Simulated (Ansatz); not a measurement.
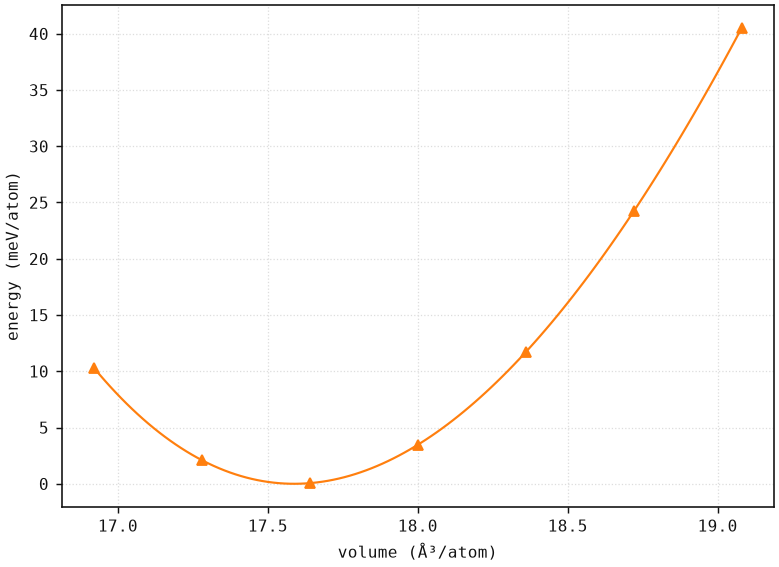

The plot gives the computed energy against volume for Al₂Au, space group Fm-3m (No. 225).

Starting cell:
```xyz
3
Lattice="0.0000 3.0000 3.0000 3.0000 0.0000 3.0000 3.0000 3.0000 0.0000" Properties=species:S:1:pos:R:3 pbc="T T T"
Au    0.0000    0.0000    0.0000
Al    4.5000    4.5000    4.5000
Al    1.5000    1.5000    1.5000
```

Method: all-electron LAPW DFT, no spin polarisation; energies at scaled volumes of the given cell, shape and fractions fixed, counted from the fit's minimum, third-order Birch-Murnaghan fit (Ansatz 0.2.0). Level: LDA.

k mesh 8×8×8; occupations Fermi–Dirac; smearing width 0.05 eV; potentials all electron LAPW, scalar relativistic; program settings basis error eV/atom 0.002.

This calculation gives: equilibrium volume 17.59 Å³/atom and bulk modulus 120 GPa.

Now the level changes from LDA to PBEsol. The second calculation uses k mesh 8×8×8. What happens?

The equilibrium volume rises from 17.59 to 18.01 Å³/atom (+2.4 %) and the bulk modulus falls from 120 to 114 GPa (−5.0 %).

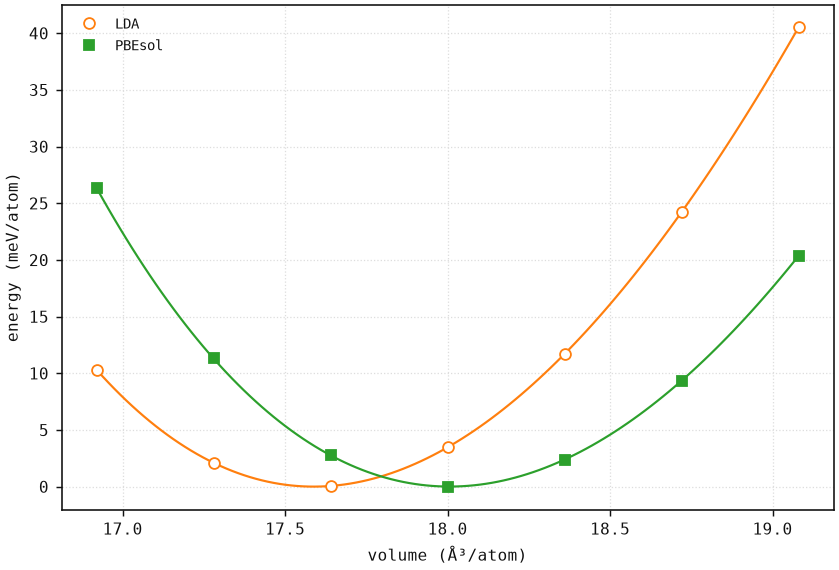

The two results together.

For both, limits of the calculation: spin-orbit coupling left out, heavy elements.

V0 and the bulk modulus come from third-order Birch–Murnaghan fits.
